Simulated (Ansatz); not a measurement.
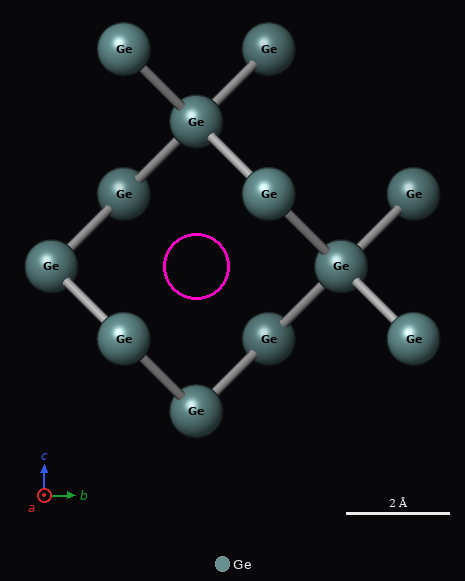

Perfect Ge. A ball-and-stick model of the atoms within 4.6 Å of one point, in a slice 3.4 Å thick across the line of sight, seen along the a axis.

The calculation used DFT, PBEsol, PAW, plane waves (Ansatz). (plane-wave cutoff 420 eV; k-point mesh 1 × 1 × 1; mesh shifted by (0.25, 0.25, 0.25); no spin polarisation) Fermi-Dirac smearing of 0.01 eV. A uniform background neutralises the charged cell. The axes drawn are those of the host's conventional cell.

An extra iron atom is put between the host's atoms (an interstitial) at the ringed place, in charge state +2. The supercell has 64 sites, and the atoms are relaxed at the host's cell.

**How do the neighbours respond?**

The Fe atom starts with 10 Ge at 2.45 to 2.84 Å around its place and ends with 4 Ge at 2.17 to 2.49 Å. Of the host's atoms, a germanium atom moves furthest from its site, by 0.32 Å. The Fe atom itself moves 0.60 Å from where it was put.

The relaxed defect, seen from the same direction:

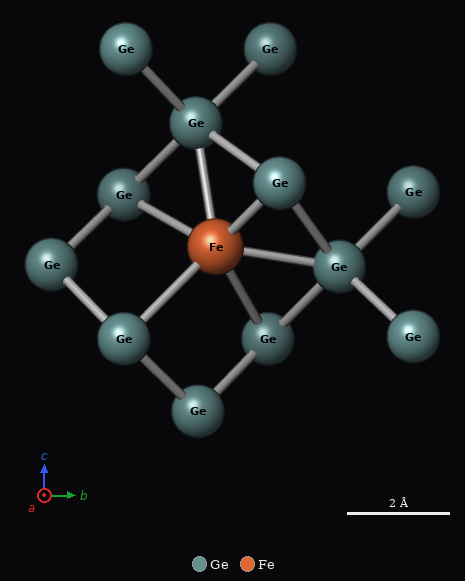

Limits of the set-up: an element that often carries a moment was run without spin polarisation; the cell is charged, on a uniform background, and energies carry no finite-size correction.
